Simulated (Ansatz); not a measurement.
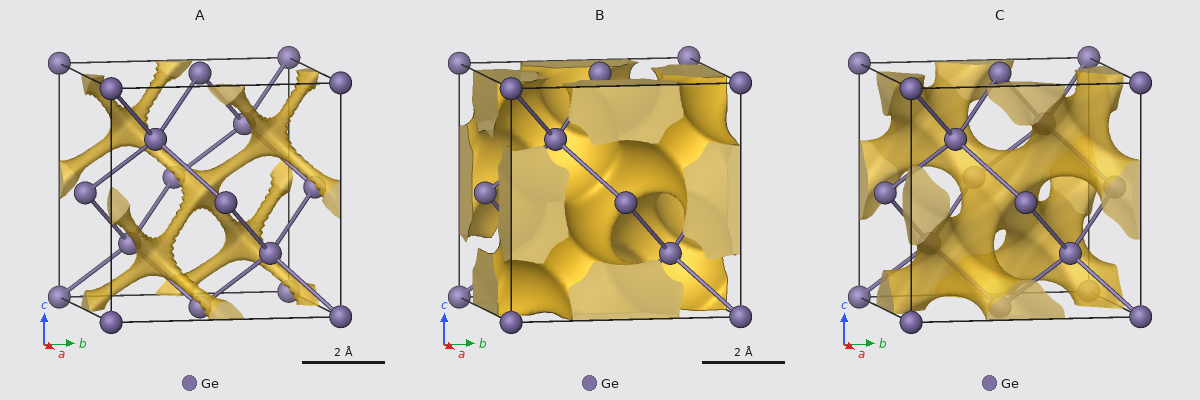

Three surfaces of the space that a probe's centre can reach in Ge in space group Fd-3m, computed for probe radii of 0.30, 0.65, 0.95 Å, in shuffled order. Pale faces close the region where the drawn box cuts it.

Atoms are hard spheres with touching radii (half the shortest distance): Ge 1.25 Å.

The cell is taken from coordinates from a relaxation with DFT PBE, scalar-relativistic, plane waves, PAW (Ansatz).

```
Ge
1.0
     5.75963    0.00000    0.00000
     0.00000    5.75963    0.00000
     0.00000    0.00000    5.75963
Ge
8
Direct
  0.50000 0.00000 0.50000
  0.25000 0.25000 0.25000
  0.50000 0.50000 0.00000
  0.25000 0.75000 0.75000
  0.00000 0.00000 0.00000
  0.75000 0.25000 0.75000
  0.00000 0.50000 0.50000
  0.75000 0.75000 0.25000
```

Which panel belongs to which radius, and what does each show?

B: 0.30 Å, a three-dimensional network, 42 % of the volume. C: 0.65 Å, a three-dimensional network, 18 % of the volume. A: 0.95 Å, a three-dimensional network, 3.3 % of the volume. The larger the probe, the smaller the space left to it.
